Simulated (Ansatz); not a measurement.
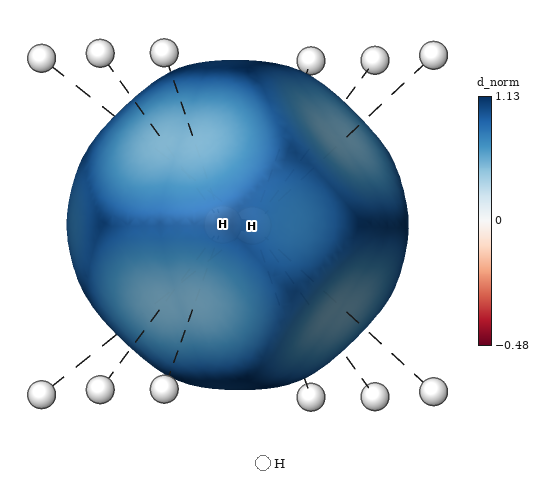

Hirshfeld surface computed for the H$_{2}$ molecule in H in space group P4_2/mnm, coloured by d_norm. Dashed lines lead to the closest neighbours outside.

The surface is where the fragment's share of the procrystal density (the sum of the densities of spherically averaged neutral Hartree-Fock atoms) equals one half. d_i and d_e are the distances from the surface to the nearest nucleus inside and outside; d_norm adds both, each measured against its van der Waals radius (Alvarez: H 1.20 Å), so red marks contacts shorter than the sum of radii, white equal and blue longer. X–H bonds are as in the structure, not normalised.

Origin of the cell: coordinates from a relaxation with DFT PBEsol, scalar-relativistic, plane waves, PAW in Ansatz 0.2.0; the starting structure was generated, so it need not be a known form of this composition.

```cif
data_structure
_symmetry_space_group_name_H-M 'P 1'
_symmetry_Int_Tables_number 1
_cell_length_a 3.8255
_cell_length_b 3.8255
_cell_length_c 3.6233
_cell_angle_alpha 90.000
_cell_angle_beta 90.000
_cell_angle_gamma 90.000
_cell_volume 53.02
loop_
_atom_site_label
_atom_site_type_symbol
_atom_site_fract_x
_atom_site_fract_y
_atom_site_fract_z
_atom_site_occupancy
H1 H 0.92981 0.92981 0.50000 1
H2 H 0.07019 0.07019 0.50000 1
H3 H 0.57019 0.42981 0.00000 1
H4 H 0.42981 0.57019 0.00000 1
```

### Which contact with the surroundings is the closest relative to the atoms' sizes?

H···H at 2.97 Å, 124 % of the sum of the van der Waals radii.

### How is the surface shared among contacts (both directions of a pair summed)?

H···H 100 %.

### Give the size and shape of the surface.

It encloses about 24.1 Å³, has an area of about 42 Å² and a globularity of 0.97 (1 for a sphere).
